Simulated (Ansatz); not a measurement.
Structure data:

```
Hf O
1.0
     4.02527    0.00000    0.00000
     0.00000    3.23178    0.00000
    -0.93732    0.00000    7.15234
Hf O
2 6
Cartesian
  0.5377 2.4238 4.7346
  2.5502 0.8079 2.4177
  3.2934 2.4238 1.2522
  -0.2054 0.8079 5.9002
  0.5374 0.8079 3.2524
  2.5506 2.4238 3.9000
  1.2862 0.8079 5.8999
  1.8018 2.4238 1.2524
```

**Say what kind of structure these coordinates give.**

It has the composition HfO$_{3}$. Space group: P2_1/m (No. 11). Lattice: primitive monoclinic. The cell comprises 2 formula units: 2 Hf, 6 O. Within bonding distance, the neighbour counts come to Hf 8 and O 3 to 4 (mean 3.3). Not all metal-metal contacts are counted.

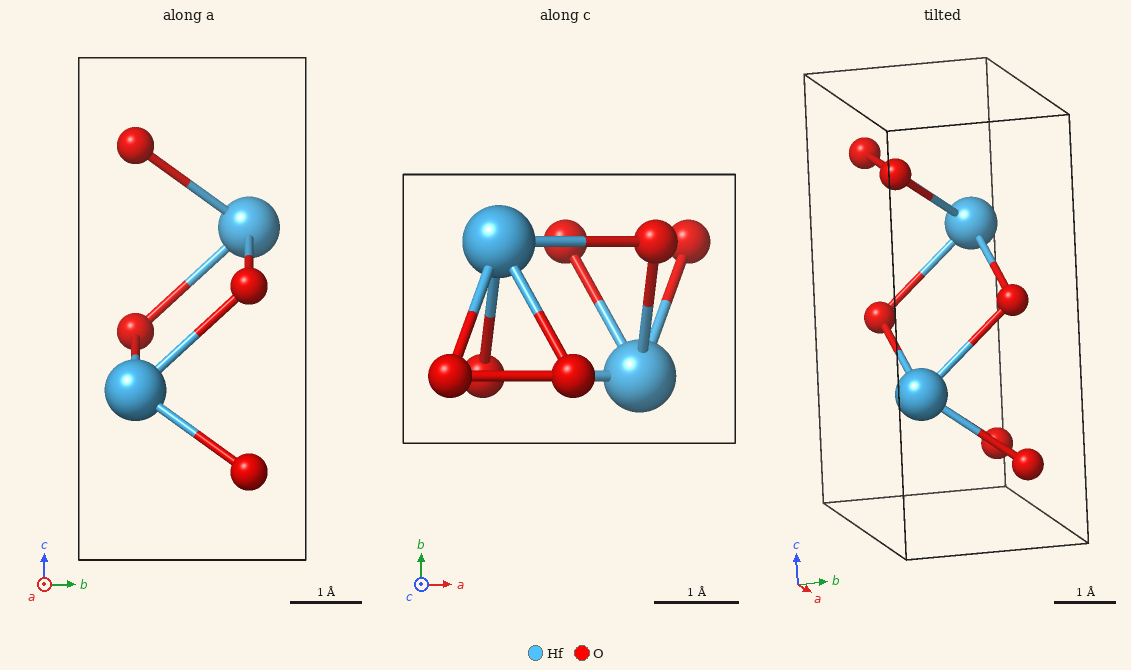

Structure drawing (ball-and-stick), viewed along the a axis, along the c axis and slightly off an axis. One conventional unit cell is outlined, and atoms on its boundary appear in each equivalent place. Colours: hafnium blue, oxygen red.

The cell started as a structure listed in the Materials Project, with elements exchanged, so it need not be a known form of the compound. A relaxation with DFT r2SCAN, scalar-relativistic, plane waves, PAW in Ansatz 0.2.0 gave the geometry drawn.
